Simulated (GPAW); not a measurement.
System: Sb, space group I4/mmm (No. 139).

Input file:
```
from ase import Atoms
from ase.eos import EquationOfState
from ase.io import Trajectory
from ase.units import GPa
from gpaw import GPAW, PW, setup_paths

setup_paths.insert(0, '.')

atoms = Atoms(['Sb'],
              cell=[[-1.5765401831, 1.5765401831, 2.7119384313],
                    [1.5765401831, -1.5765401831, 2.7119384313],
                    [1.5765401831, 1.5765401831, -2.7119384313]],
              scaled_positions=[[0.0, 0.0, 0.0]],
              pbc=True)

traj = Trajectory('eos.traj', 'w')
volumes, energies = [], []
for x in [0.94, 0.96, 0.98, 1.0, 1.02, 1.04, 1.06]:
    a = atoms.copy()
    a.set_cell(atoms.cell * x**(1 / 3), scale_atoms=True)
    calc = GPAW(mode=PW(600),
                xc='PBEsol',
                kpts={'size': (12, 12, 12), 'gamma': True},
                occupations={'name': 'fermi-dirac', 'width': 0.05},
                nbands=15,
                convergence={'density': 1e-05, 'energy': 1e-05},
                maxiter=150,
                txt=f'eos-{x:.2f}.txt')
    a.calc = calc
    energies.append(a.get_potential_energy(force_consistent=True))
    volumes.append(a.get_volume())
    p = -a.get_stress()[:3].mean() / GPa
    calc.write(f'eos-{x:.2f}.gpw')
    traj.write(a)
    print(f'{x:.2f} {volumes[-1]:10.4f} A^3 {energies[-1]:14.6f} eV {p:9.3f} GPa', flush=True)

v0, e0, B = EquationOfState(volumes, energies, eos='birchmurnaghan').fit()
print(f'V0 = {v0:.4f} A^3, E0 = {e0:.6f} eV, B0 = {B / GPa:.2f} GPa')
```

Launched with:
```bash
gpaw-setup -f PBEsol Sb
OMP_NUM_THREADS=1 python run.py
```

Method: PAW DFT in plane waves, on a grid or in atomic orbitals, no spin polarisation; energies at scaled volumes of the given cell, shape and fractions fixed, counted from the fit's minimum, third-order Birch-Murnaghan fit (GPAW 26.7.0). Level: PBEsol.

| setting | value |
| --- | --- |
| k mesh | 12×12×12 |
| occupations | Fermi–Dirac |
| smearing width | 0.05 eV |
| potentials | PAW data sets made by gpaw setup for the functional |
| wave cutoff | 600 eV |
| program settings | basis pw |

Predict the energy against volume. The volume takes the values 25.34, 25.88, 26.42, 26.96, 27.50, 28.04, 28.58 Å³/atom.

A third-order Birch–Murnaghan fit gives V0 = 26.32 Å³/atom, B0 = 68.2 GPa and B′ = 4.6. The energy is 8.19 meV/atom at volume 25.34 Å³/atom and 35.53 meV/atom at 28.58 Å³/atom; the lowest computed point is at volume 26.42 Å³/atom (0.09 meV/atom), in a single well.

```json
{"volume (Å³/atom)": "25.34", "energy (meV/atom)": "8.19"}
{"volume (Å³/atom)": "25.88", "energy (meV/atom)": "1.56"}
{"volume (Å³/atom)": "26.42", "energy (meV/atom)": "0.09"}
{"volume (Å³/atom)": "26.96", "energy (meV/atom)": "3.23"}
{"volume (Å³/atom)": "27.50", "energy (meV/atom)": "10.46"}
{"volume (Å³/atom)": "28.04", "energy (meV/atom)": "21.38"}
{"volume (Å³/atom)": "28.58", "energy (meV/atom)": "35.53"}
```

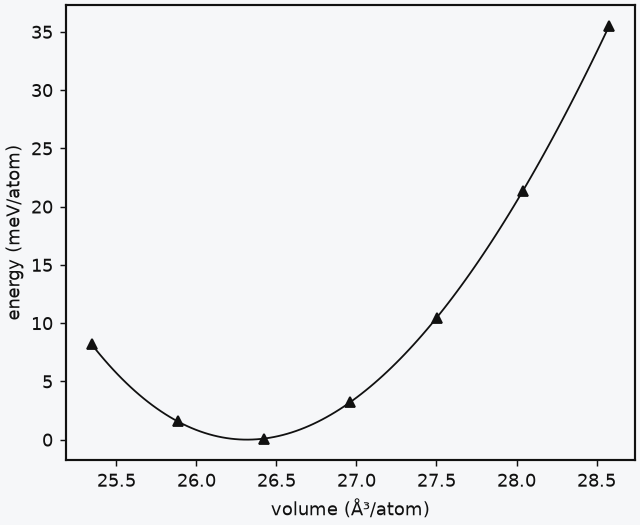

Caveats: shape and atomic fractions are frozen while scaling, which makes layered, chain and framework solids too stiff.
